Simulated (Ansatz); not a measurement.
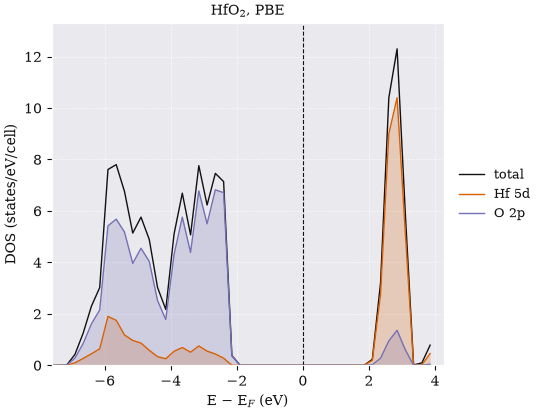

Density of states of HfO₂, space group P4_2/nmc (No. 137), 6 atoms in the cell, a structure borrowed from another compound. Ansatz 0.2.0; DFT with PBE, PAW plane waves, no spin polarisation, 7×7×5 k mesh, 420 eV cutoff, Fermi-Dirac smearing of 0.1 eV. Energies are counted from the Fermi level. The partial curves are projected on Löwdin-orthogonalised atomic shells.

There is a gap; over the k points computed it is 4.12 eV. By projected weight, the top eV of the valence band is O 2p almost alone; the bottom eV of the conduction band is Hf 5d (85 %). The gap is of charge-transfer type, from anion p to metal d states. The upper group of valence states starts about 4.7 eV under the valence-band top (which lies at −2.2 eV on this axis), with a gap beneath it; it holds about 24 electrons a cell. The tallest peak in the window is at 2.8 eV; by projected weight it is Hf 5d (85 %).

The structure was built from a prototype or by substitution, so it need not be a known phase. The atoms aren't at rest in this cell (largest force 0.6 eV/Å), so the relaxed material can differ. The cell is at −22 GPa in this functional. Spin-orbit coupling is left out, which matters for Hf.
